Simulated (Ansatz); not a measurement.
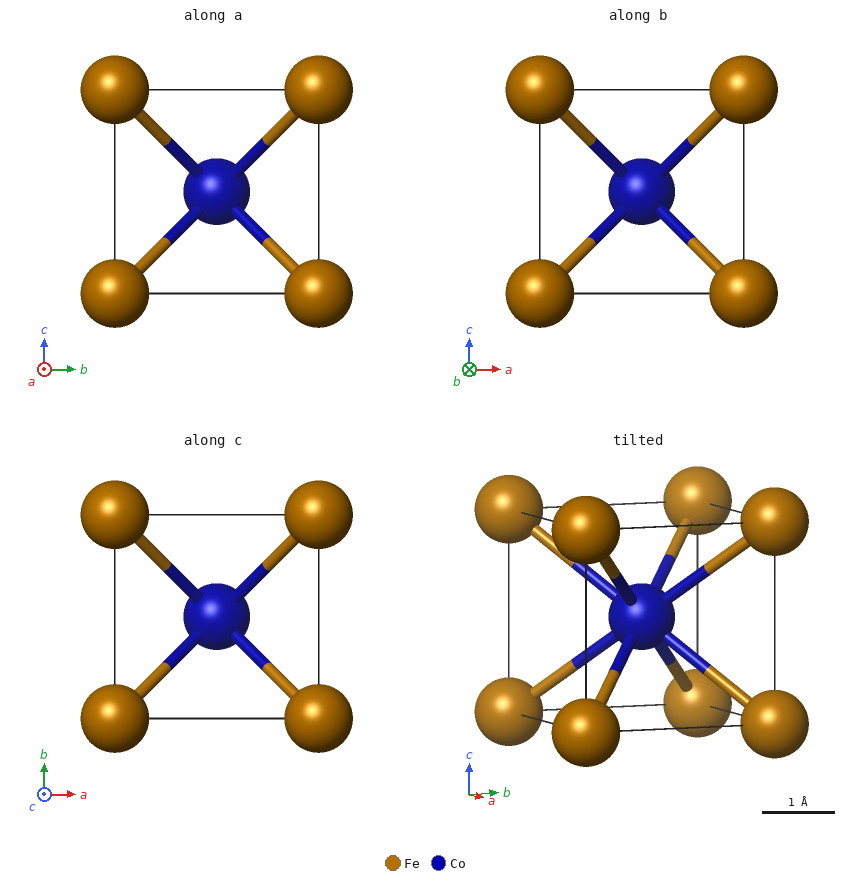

This ball-and-stick model is shown along the a axis, along the b axis, along the c axis and slightly off an axis. The wireframe shows the conventional unit cell.

Lattice parameters: a = 2.8446 Å, b = 2.8446 Å, c = 2.8446 Å, α = 90.000°, β = 90.000°, γ = 90.000°.

Write the structure as a CIF with its space group and independent sites.

Answer.
```cif
data_structure
_symmetry_space_group_name_H-M 'P m -3 m'
_symmetry_Int_Tables_number 221
_cell_length_a 2.8446
_cell_length_b 2.8446
_cell_length_c 2.8446
_cell_angle_alpha 90.000
_cell_angle_beta 90.000
_cell_angle_gamma 90.000
_cell_volume 23.02
loop_
_atom_site_label
_atom_site_type_symbol
_atom_site_symmetry_multiplicity
_atom_site_Wyckoff_symbol
_atom_site_fract_x
_atom_site_fract_y
_atom_site_fract_z
_atom_site_occupancy
Fe1 Fe 1 a 0.0000 0.0000 0.0000 1
Co1 Co 1 b 0.5000 0.5000 0.5000 1
```

Provenance: a structure type filled with these elements by a generator (whether the compound takes this form wasn't checked). A relaxation with Ansatz 0.2.0, DFT PBE, scalar-relativistic, plane waves, PAW gave the geometry drawn.
